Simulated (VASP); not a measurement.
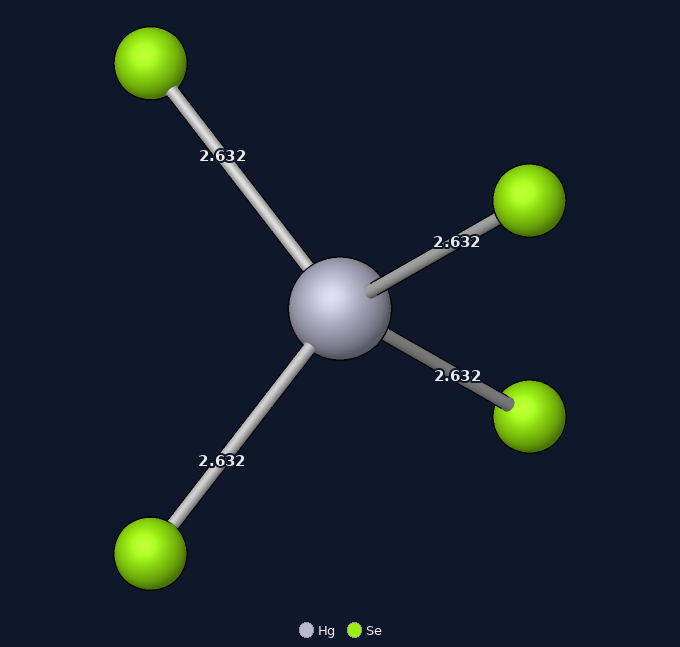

The surroundings of site Hg1 (at 0.000, 0.000, 0.000) in HgSe (F-43m, No. 216), with bond lengths in Å.

Source of the atomic positions: an entry of the Crystallography Open Database, as set up for an electronic-structure calculation.

```
Hg Se
1.0
     6.07800    0.00000    0.00000
     0.00000    6.07800    0.00000
     0.00000    0.00000    6.07800
Hg Se
4 4
Cartesian
  0.0000 0.0000 0.0000
  0.0000 3.0390 3.0390
  3.0390 0.0000 3.0390
  3.0390 3.0390 0.0000
  1.5195 1.5195 1.5195
  1.5195 4.5585 4.5585
  4.5585 1.5195 4.5585
  4.5585 4.5585 1.5195
```

Bond valence s = exp((R0 − d)/b), R0 fitted to published crystal structures with b = 0.37 Å; R0 in Å: Hg2+–Se 2.397.

> Calculate the bond-valence sum of Hg1 from the bonds drawn.

4 × 0.530 = 2.12 v.u., against a formal valence of 2: overbonded (bonds short for this ion) by 0.12.

> And over the whole structure?

| site | x, y, z | formal valence | bond-valence sum | difference |
| --- | --- | --- | --- | --- |
| Hg1 | 0.000, 0.000, 0.000 | +2 | 2.12 | 0.12 |
| Se1 | 0.250, 0.250, 0.250 | −2 | 2.12 | 0.12 |

These sums include all anions within 5 Å. The global instability index (root mean square of the differences over all atoms) is 0.12 v.u.: moderate strain, common in real structures. The cell was not relaxed for this table, and a volume that is off by a few per cent shifts all sums together.
